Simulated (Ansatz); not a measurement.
# Geometry relaxation of ZrS₂ (part 2 of 2)

ZrS₂ (P-3m1, 3 atoms in the cell); DFT, PBE, dispersion d3bj, plane waves, PAW, no spin polarisation (Ansatz 0.2.0); cutoff 420 eV, 6×6×2 k-mesh, Gaussian smearing of 0.02 eV. The structure derives from a Materials Project entry. The settings are looser than a standard set-up, so the numbers are not reference values.

Geometry of the input (Å; fractional positions):
```
3.6914  0.0000  0.0000
-1.8457  3.1968  0.0000
0.0000  0.0000  6.0411
Zr 0.0000  0.0000  0.0000
S  0.6667  0.3333  0.7621
S  0.3333  0.6667  0.2379
```

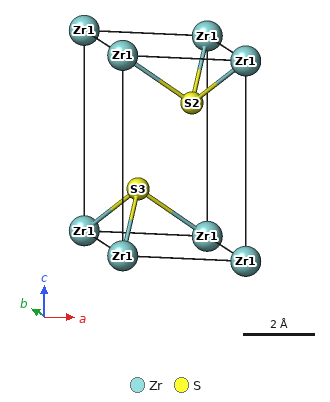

Figure 1. The geometry at step 2 of the log (ball-and-stick view of the cell of the calculation, seen slightly off an axis; atoms are numbered from 1 in the order of the input).

Output, continued
```
relax step   4: F+E_penalty+E_count = -5993.65192707 eV  Δ(F+E_penalty+E_count) = -2.172e-3 eV  max|allowed force component| = 1.599e-2 eV/Å  Δτ_max = 0.0171 Å  P = -0.089 GPa  Ω = 65.832 Å³  energy of the carried Pulay correction = +5.458e-4 eV  (5 SCF iters, dr2 threshold 3.00e-7 eV, accepted)
Crystal: 3 atoms, lattice volume = 65.732 Å³
iter 1 solved again at ethr=1.67e-7 eV; its pass at ethr=3.10e-3 eV (dr2=4.00e-5 eV) is discarded
SCF iter   1: F=—  HF=-5993.651949 eV  |F-HF|=—  |Δ(HF+E_count)|=         —  Δρ=1.23e-4  dr2=4.05e-5  ethr=1.67e-7  ⟨swp⟩=2.0  Hψ=1426  notcnv=0
preconditioner: auto → Resta (q_TF=auto, 2.307 Å⁻¹)  ε∞=6.4  [insulator: Δε(μ)=0.675 eV  Ē_g=7.862 eV  σ=0.020 eV  W_gap=1.00  n_scr=22 (ndim 8)  ℏωp=18.3 eV  f_vac=0.009  D(μ)=0.00/eV (n_scr^D=0)  ε∞_Penn≈6.4]
SCF iter   2: F=—  HF=-5993.651962 eV  |F-HF|=—  |Δ(HF+E_count)|=   1.27e-5  Δρ=5.52e-5  dr2=5.26e-6  ethr=1.67e-7  ⟨swp⟩=2.2  Hψ=293  notcnv=0
SCF iter   3: F=—  HF=-5993.651961 eV  |F-HF|=—  |Δ(HF+E_count)|=   8.57e-7  Δρ=2.28e-5  dr2=1.00e-6  ethr=2.19e-8  ⟨swp⟩=2.1  Hψ=301  notcnv=0
SCF iter   4: F=—  HF=-5993.651961 eV  |F-HF|=—  |Δ(HF+E_count)|=   1.12e-7  Δρ=8.36e-6  dr2=6.33e-8  ethr=4.17e-9  ⟨swp⟩=2.0  Hψ=308  notcnv=0
SCF iter   5: F=-5993.651961 eV  HF=-5993.651961 eV  |F-HF|=4.12e-9  |Δ(HF+E_count)|=   8.02e-8  Δρ=1.73e-6  dr2=2.42e-9  ethr=2.17e-10  ⟨swp⟩=4.1  Hψ=730  notcnv=0
SCF 5 converged in 5 iterations: F = -5993.651961 eV  dr2 = 2.42e-9
relax step   5: F+E_penalty+E_count = -5993.65196150 eV  Δ(F+E_penalty+E_count) = -3.443e-5 eV  max|allowed force component| = 8.414e-3 eV/Å  Δτ_max = 0.0002 Å  P = +0.063 GPa  Ω = 65.732 Å³  energy of the carried Pulay correction = +5.563e-4 eV  (5 SCF iters, dr2 threshold 5.21e-8 eV, accepted)
Crystal: 3 atoms, lattice volume = 65.764 Å³
iter 1 solved again at ethr=3.17e-8 eV; its pass at ethr=3.10e-3 eV (dr2=7.61e-6 eV) is discarded
SCF iter   1: F=—  HF=-5993.651948 eV  |F-HF|=—  |Δ(HF+E_count)|=         —  Δρ=5.05e-5  dr2=7.49e-6  ethr=3.17e-8  ⟨swp⟩=1.1  Hψ=1265  notcnv=0
preconditioner: auto → Resta (q_TF=auto, 2.306 Å⁻¹)  ε∞=6.4  [insulator: Δε(μ)=0.677 eV  Ē_g=7.861 eV  σ=0.020 eV  W_gap=1.00  n_scr=22 (ndim 8)  ℏωp=18.3 eV  f_vac=0.009  D(μ)=0.00/eV (n_scr^D=0)  ε∞_Penn≈6.4]
SCF iter   2: F=—  HF=-5993.651967 eV  |F-HF|=—  |Δ(HF+E_count)|=   1.83e-5  Δρ=1.78e-5  dr2=6.75e-7  ethr=3.12e-8  ⟨swp⟩=2.4  Hψ=293  notcnv=0
SCF iter   3: F=—  HF=-5993.651966 eV  |F-HF|=—  |Δ(HF+E_count)|=   1.76e-7  Δρ=7.14e-6  dr2=1.10e-7  ethr=2.81e-9  ⟨swp⟩=2.0  Hψ=299  notcnv=0
SCF iter   4: F=-5993.651966 eV  HF=-5993.651966 eV  |F-HF|=2.94e-9  |Δ(HF+E_count)|=   1.89e-8  Δρ=2.67e-6  dr2=6.19e-9  ethr=4.14e-11  ⟨swp⟩=3.1  Hψ=893  notcnv=0
SCF 6 converged in 4 iterations: F = -5993.651966 eV  dr2 = 6.19e-9
relax step   6: F+E_penalty+E_count = -5993.65196646 eV  Δ(F+E_penalty+E_count) = -4.963e-6 eV  max|allowed force component| = 1.454e-4 eV/Å  Δτ_max = 0.0003 Å  P = +0.000 GPa  Ω = 65.764 Å³  energy of the carried Pulay correction = +5.529e-4 eV  (4 SCF iters, dr2 threshold 9.94e-9 eV, accepted)
Basis set: ecut = 420 eV, 1267 PW (Γ), exchange–correlation on 50×50×80 points (8 copies of the dense FFT grid, shifted against one another)
Initial wavefunctions: pseudopotential atomic-orbital guess (no wavefunctions were taken with the density)
iter 1 solved again at ethr=1.59e-7 eV; its pass at ethr=3.10e-3 eV (dr2=3.81e-5 eV) is discarded
SCF iter   1: F=—  HF=-5993.651486 eV  |F-HF|=—  |Δ(HF+E_count)|=         —  Δρ=6.45e-5  dr2=3.05e-7  ethr=1.59e-7  ⟨swp⟩=3.1  Hψ=1785  notcnv=0
preconditioner: auto → Resta (q_TF=auto, 2.306 Å⁻¹)  ε∞=6.4  [insulator: Δε(μ)=0.676 eV  Ē_g=7.861 eV  σ=0.020 eV  W_gap=1.00  n_scr=22 (ndim 8)  ℏωp=18.3 eV  f_vac=0.009  D(μ)=0.00/eV (n_scr^D=0)  ε∞_Penn≈6.4]
SCF iter   2: F=—  HF=-5993.651535 eV  |F-HF|=—  |Δ(HF+E_count)|=   4.84e-5  Δρ=3.38e-5  dr2=8.19e-8  ethr=1.27e-9  ⟨swp⟩=2.3  Hψ=367  notcnv=0
SCF iter   3: F=—  HF=-5993.651535 eV  |F-HF|=—  |Δ(HF+E_count)|=   2.75e-7  Δρ=1.34e-6  dr2=1.23e-9  ethr=3.41e-10  ⟨swp⟩=2.1  Hψ=383  notcnv=0
SCF iter   4: F=—  HF=-5993.651535 eV  |F-HF|=—  |Δ(HF+E_count)|=  3.82e-10  Δρ=4.84e-7  dr2=2.15e-10  ethr=5.13e-12  ⟨swp⟩=2.1  Hψ=305  notcnv=0
SCF iter   5: F=—  HF=-5993.651535 eV  |F-HF|=—  |Δ(HF+E_count)|=  7.82e-11  Δρ=1.68e-7  dr2=4.21e-11  ethr=1.00e-12  ⟨swp⟩=2.0  Hψ=313  notcnv=0
SCF iter   6: F=-5993.651535 eV  HF=-5993.651535 eV  |F-HF|=3.64e-12  |Δ(HF+E_count)|=  2.82e-11  Δρ=5.23e-8  dr2=4.57e-12  ethr=1.00e-12  ⟨swp⟩=5.4  Hψ=902  notcnv=0
SCF 7 converged in 6 iterations: F = -5993.651535 eV  dr2 = 4.57e-12
relax step   7: F+E_penalty+E_count = -5993.65153500 eV  Δ(F+E_penalty+E_count) = +4.315e-4 eV  max|allowed force component| = 1.103e-4 eV/Å  Δτ_max = 0.0000 Å  P = -0.004 GPa  Ω = 65.764 Å³  stress off target by 6.04e-3 GPa  SCF on the basis re-selected at this cell (its energy is not comparable with the rows above)  (6 SCF iters)
basis re-selected at this cell: Δ(F+E_penalty+E_count) = +4.315e-4 eV, ΔP = -0.004 GPa vs the last step (what re-selecting the basis moved, of the pressure what is left beyond the Pulay correction that the steps carried, after the strain that the cell walked since its last selection, with what the two solves' SCF thresholds leave and, on support functions, any second-order correction that the steps lacked; it is no measure of the basis error at this ecutwfc). The dense FFT grid was sized anew with the basis: this SCF ran on 25×25×40 points, the steps before it on 25×25×45, so part of this shift can come from that change (see relax.cell in the input reference). This SCF's stress stands 6.04e-3 GPa from its target on what of the cell is left free (relax.cell.stress_tol is 5.00e-2 GPa) and its largest allowed force component is 1.10e-4 eV/Å (relax.f_tol is 5.00e-3 eV/Å): within both
SCF converged after 6 iterations
Free energy (F): -5993.651535 eV
Harris-Foulkes:  -5993.651535 eV  (|F-HF|=3.64e-12)
Internal energy: -5993.651535 eV  (E = F + TS)
E sigma→0 (E₀):  -5993.651535 eV
Fermi energy:    8.067921 eV
--- Per-component energies (eV) ---
  E_band       = -153.862589
  E_kinetic    = 547.681395
  E_local      = -1231.128882  (includes V_loc(G=0)·N_el)
  E_nonlocal   = 134.664583
  E_hartree    = 425.837033
  E_xc         = -357.264300
  E_vxc        = -367.511782  (∫ρ·V_xc dr)
  E_paw        = -4153.872204  (= ΣΔE_a)
  E_vpaw       = -89.242044  (= ΣTr[D̂ρ^β])
  E_aug_tail   = 0.000027  (compensation charges beyond the density's cutoff)
  E_ewald      = -1358.484613
  E_disp       = -1.084575  (pairwise vdW)
  E_smearing   = -0.000000  (= −TS)
  E_closure    = 0.000000  (closes the sum)
  Σ components = -5993.651535   (vs F -5993.651535, Δ=0.00e0)
--- Forces (eV/Å), atoms counted from 1 ---
  atom   1  Zr     0.00000000     0.00000000     0.00000000
  atom   2  S     -0.00000000    -0.00000000    -0.00011028
  atom   3  S      0.00000000     0.00000000     0.00011028
  max |Σ_I F_I| component: 2.71e-20 eV/Å
--- Stress (GPa, compression-positive) ---
       -0.002977      -0.000000       0.000000
        0.000000      -0.002977      -0.000000
        0.000000      -0.000000      -0.006036
  P = ⅓ Tr σ = -0.0040 GPa (-0.040 kbar)
--- Band table (eV; the first three rows and the last of 14) ---
  k-point 0: bands = ["-41.3955", "-19.4731", "-19.3082", "-19.3082", "-5.2704", "-3.6514", "2.9549", "4.7463", "4.7463", "7.4864", "7.4864", "7.7302", "9.1309", "9.1309", "9.8584", "12.3752"]
  k-point 1: bands = ["-41.3955", "-19.4741", "-19.3081", "-19.3081", "-4.9003", "-4.1995", "4.2928", "4.8047", "4.8047", "5.6093", "7.2877", "7.2877", "9.0803", "9.0803", "10.2530", "12.8955"]
  k-point 2: bands = ["-41.3903", "-19.4575", "-19.3804", "-19.3237", "-4.9858", "-3.7301", "3.3462", "4.5507", "4.9057", "5.9970", "6.8629", "7.5338", "9.1396", "9.8417", "10.1774", "12.1783"]
  k-point 13: bands = ["-41.3718", "-19.5025", "-19.5025", "-19.4022", "-3.8926", "-3.8926", "3.9400", "3.9400", "4.5089", "5.4053", "5.7509", "5.7509", "9.9322", "10.3974", "10.3974", "13.2798"]
--- Relaxed structure (6 steps of the walk, 6 accepted, 1 SCFs on fresh bases) ---
  F+E_penalty+E_count = -5993.65153500 eV   max|allowed force component| = 1.103e-4 eV/Å   (the final SCF, on the basis selected at the relaxed cell)
  cell:  # Å, volume = 65.7642 Å³
    - [3.6409282751102645, 0.0, 0.0]
    - [-1.8204641375551323, 3.1531363796025467, -3.0390155162853873e-32]
    - [0.0, -5.742851719555492e-32, 5.728417000559565]
  atoms:
    - { symbol: Zr, position: [-6.900054951843563e-34, -2.2675537665684996e-34, 5.271098971615262e-82] }
    - { symbol: S, position: [0.6666666666666666, 0.3333333333333333, 0.745735814194839] }
    - { symbol: S, position: [0.3333333333333333, 0.6666666666666666, 0.2542641858051609] }
```

Trajectory as extended XYZ (Å, eV, eV/Å), 7 frames, from step=1 to step=7
```
3
Lattice="3.6914 0.0000 0.0000 -1.8457 3.1968 0.0000 0.0000 0.0000 6.0411" Properties=species:S:1:pos:R:3:forces:R:3 step=1 energy=-5993.61601 pressure_GPa=-1.82
Zr    0.0000    0.0000    0.0000    0.0000   0.0000   0.0000
S     1.8457    1.0656    4.6038    0.0000   0.0000  -0.0432
S     0.0000    2.1312    1.4372    0.0000   0.0000   0.0432
3
Lattice="3.5744 0.0000 0.0000 -1.7872 3.0955 0.0000 0.0000 0.0000 5.8188" Properties=species:S:1:pos:R:3:forces:R:3 step=2 energy=-5993.62085 pressure_GPa=0.51
Zr    0.0000    0.0000    0.0000    0.0000   0.0000   0.0000
S     1.7872    1.0318    4.3057    0.0000   0.0000   0.3029
S     0.0000    2.0637    1.5130    0.0000   0.0000  -0.3029
3
Lattice="3.6357 0.0000 0.0000 -1.8179 3.1486 0.0000 0.0000 0.0000 5.8200" Properties=species:S:1:pos:R:3:forces:R:3 step=3 energy=-5993.64976 pressure_GPa=-0.19
Zr    0.0000    0.0000    0.0000    0.0000   0.0000   0.0000
S     1.8179    1.0495    4.3567    0.0000   0.0000   0.0164
S     0.0000    2.0991    1.4633    0.0000   0.0000  -0.0164
3
Lattice="3.6407 0.0000 0.0000 -1.8204 3.1529 0.0000 0.0000 0.0000 5.7351" Properties=species:S:1:pos:R:3:forces:R:3 step=4 energy=-5993.65193 pressure_GPa=-0.09
Zr    0.0000    0.0000    0.0000    0.0000   0.0000   0.0000
S     1.8204    1.0510    4.2769    0.0000   0.0000   0.0160
S     0.0000    2.1020    1.4582    0.0000   0.0000  -0.0160
3
Lattice="3.6403 0.0000 0.0000 -1.8202 3.1526 0.0000 0.0000 0.0000 5.7275" Properties=species:S:1:pos:R:3:forces:R:3 step=5 energy=-5993.65196 pressure_GPa=0.06
Zr    0.0000    0.0000    0.0000    0.0000   0.0000   0.0000
S     1.8202    1.0509    4.2714    0.0000   0.0000  -0.0084
S     0.0000    2.1017    1.4561    0.0000   0.0000   0.0084
3
Lattice="3.6409 0.0000 0.0000 -1.8205 3.1531 0.0000 0.0000 0.0000 5.7284" Properties=species:S:1:pos:R:3:forces:R:3 step=6 energy=-5993.65197 pressure_GPa=0.00
Zr    0.0000    0.0000    0.0000    0.0000   0.0000   0.0000
S     1.8205    1.0510    4.2719    0.0000   0.0000   0.0001
S     0.0000    2.1021    1.4565    0.0000   0.0000  -0.0001
3
Lattice="3.6409 0.0000 0.0000 -1.8205 3.1531 0.0000 0.0000 0.0000 5.7284" Properties=species:S:1:pos:R:3:forces:R:3 step=7 energy=-5993.65153 pressure_GPa=-0.00
Zr    0.0000    0.0000    0.0000    0.0000   0.0000   0.0000
S     1.8205    1.0510    4.2719    0.0000   0.0000  -0.0001
S     0.0000    2.1021    1.4565    0.0000   0.0000   0.0001
```

Results in brief

- outcome: converged
- space group (tolerance 0.01 Å): P-3m1 (164)
- electrons treated: 24
- free energy: −5993.6515 eV
- Fermi energy: 8.068 eV
- gap on the k-point mesh: 0.68 eV
- pressure: 0.00 GPa
- final volume: 65.76 Å³
- largest force (length of the vector) at the end: under 0.001 eV/Å
- final cell: a = 3.641 Å, b = 3.641 Å, c = 5.728 Å, α = 90.00°, β = 90.00°, γ = 120.00°
- hardware: 1 thread of Arm Neoverse V2, 24 GiB of memory available, shared host
- wall time: 7.7 s
- peak memory: 0.32 GiB

Notes

These settings are looser than, or depart from, a standard set-up, so the numbers are not reference values for this system.
